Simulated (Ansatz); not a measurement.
```yaml
crystal:
  lattice:
    - [5.67096, 0.00000, -3.40266]
    - [-2.86774, -4.92985, -3.35949]
    - [-2.86774, 4.92985, -3.35949]
  atoms:
    - { symbol: Si, position: [0.37599, 0.12202, 0.50110] }
    - { symbol: C, position: [0.67771, 0.80924, 0.55091] }
    - { symbol: C, position: [0.92599, 0.54587, 0.55093] }
    - { symbol: C, position: [0.40495, 0.25564, 0.26348] }
    - { symbol: C, position: [0.18661, 0.30389, 0.57772] }
    - { symbol: C, position: [0.68248, 0.04439, 0.29312] }
    - { symbol: C, position: [0.92558, 0.78989, 0.29794] }
    - { symbol: C, position: [0.41073, 0.53046, 0.03586] }
    - { symbol: C, position: [0.17052, 0.52962, 0.29546] }
    - { symbol: C, position: [0.66840, 0.29100, 0.03638] }
    - { symbol: C, position: [0.91774, 0.03776, 0.04279] }
    - { symbol: C, position: [0.40252, 0.78580, 0.77927] }
    - { symbol: C, position: [0.16223, 0.77906, 0.03993] }
    - { symbol: C, position: [0.66556, 0.54750, 0.79052] }
    - { symbol: C, position: [0.91551, 0.29512, 0.79763] }
    - { symbol: C, position: [0.15514, 0.03135, 0.79460] }
    - { symbol: C, position: [0.61385, 0.98873, 0.47240] }
    - { symbol: C, position: [0.84177, 0.71411, 0.46689] }
    - { symbol: C, position: [0.09837, 0.45870, 0.47505] }
    - { symbol: C, position: [0.58443, 0.20014, 0.19504] }
    - { symbol: C, position: [0.84150, 0.95384, 0.20950] }
    - { symbol: C, position: [0.08724, 0.69720, 0.21222] }
    - { symbol: C, position: [0.57982, 0.45482, 0.95219] }
    - { symbol: C, position: [0.32660, 0.43526, 0.19984] }
    - { symbol: C, position: [0.83524, 0.20722, 0.96030] }
    - { symbol: C, position: [0.08038, 0.94981, 0.96252] }
    - { symbol: C, position: [0.58211, 0.71486, 0.70703] }
    - { symbol: C, position: [0.32674, 0.69874, 0.95172] }
    - { symbol: C, position: [0.83796, 0.46573, 0.71561] }
    - { symbol: C, position: [0.08321, 0.21335, 0.72263] }
    - { symbol: C, position: [0.29970, 0.94050, 0.69103] }
```

These are results of DFT PBE+D3(BJ), scalar-relativistic, plane waves, PAW in Ansatz, not measurements.

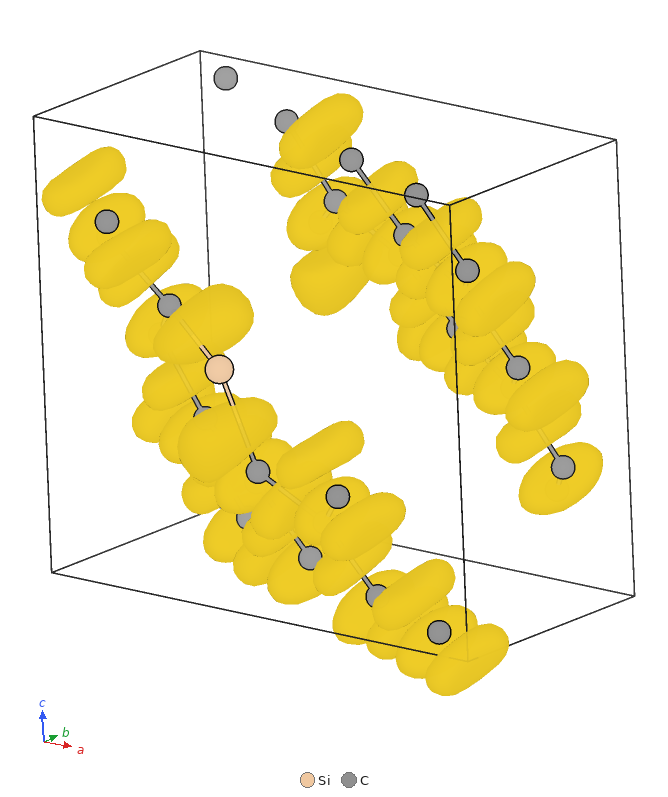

SiC30 (cell with a defect). Isosurface of the ELF at 0.8 (yellow), seen slightly off an axis. Core shells and regions of very low density are left out. Sticks mark near contacts.

In a PAW calculation such maps are meaningful between the atoms, not at the nuclei.

**What do the ELF domains correspond to?**

At this value the surface marks out 43 regions between bonded C–C atoms (shared pairs) and four regions between bonded C–Si atoms (shared pairs), counted in one cell of 31 atoms. Any copies at cell faces, edges or corners count once. Profiles from the grid: C–C (1.39 Å): the ELF peaks at about 0.95 between the atoms, as expected for localised, covalent bonding. Si–C (1.90 Å): the ELF peaks at about 0.95 between the atoms: a shared electron pair.

**Metal or insulator at this level of theory?**

It is gapped, with a Kohn–Sham gap of 0.52 eV on the k-point mesh, an upper bound to the gap of this method.
